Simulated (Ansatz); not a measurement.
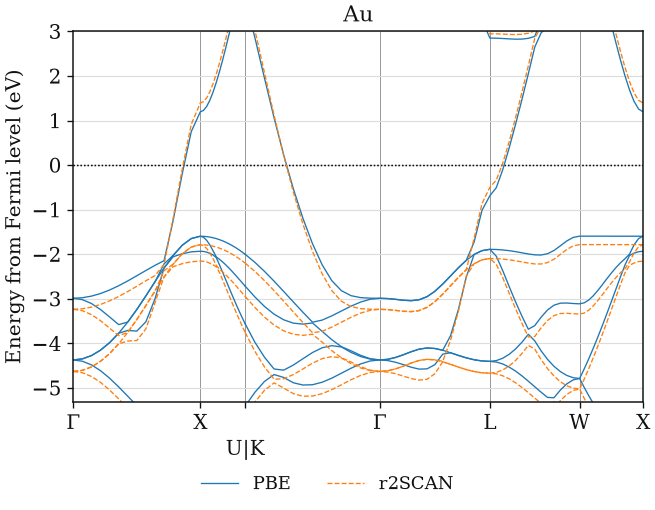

Band structures of Au, space group Fm-3m (No. 225), 1 atom in the cell, by two methods on the same cell. Each is counted from its own Fermi level.

### What changes from one method to the other?

Both give a metal. The 1 bands that come within 1 eV of the Fermi level differ by 0.19 eV on average and by 0.25 eV at most (between W and X).

Settings. PBE: DFT PBE, scalar-relativistic, plane waves, PAW, no spin polarisation, 18×18×18 k mesh, 420 eV cutoff (Ansatz). r2SCAN: DFT r2SCAN, scalar-relativistic, plane waves, PAW, no spin polarisation, 18×18×18 k mesh, 500 eV cutoff, Gaussian smearing of 0.1 eV (Ansatz 0.2.0).

Spin-orbit coupling is left out, which matters for Au.
